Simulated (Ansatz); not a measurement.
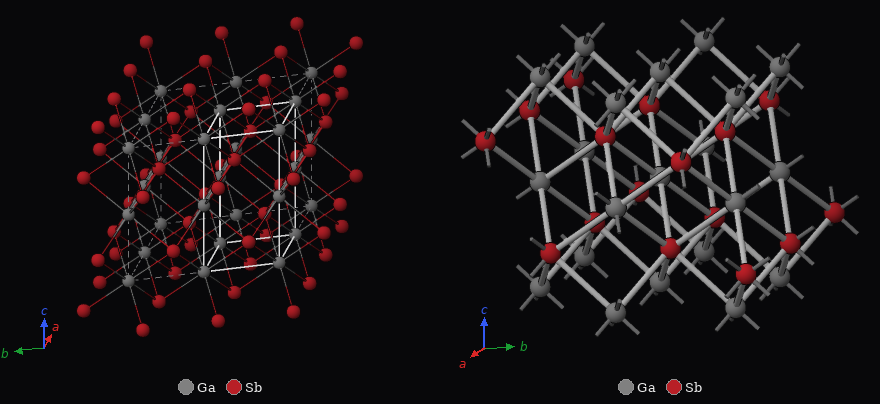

Left: the structure. Right: its underlying net. Nodes are coloured by element. Short stubs are edges that leave the cut-out.

System GaSb (space group P6_3/mmc, No. 194); source of the atomic positions: the input geometry of an electronic-structure calculation (not necessarily at equilibrium); the starting structure was generated, so it need not be a known form of this composition.

Bonds are taken as Ga–Sb below 3.3 Å; no other contact counts. Simplification: prune 0- and 1-connected atoms, fold 2-connected ones into links.

The result is a binodal (6,6)-connected, three-periodic net: Sb is a 6-connected node; Ga is a 6-connected node, in the ratio 1:1. It is the nia net, known from NiAs. It is a single net, without interpenetration.

```tsv
node	links	point symbol	coordination sequence
Sb	6	4⁹·6⁶	6 18 42 74
Ga	6	4¹²·6³	6 20 42 74
```
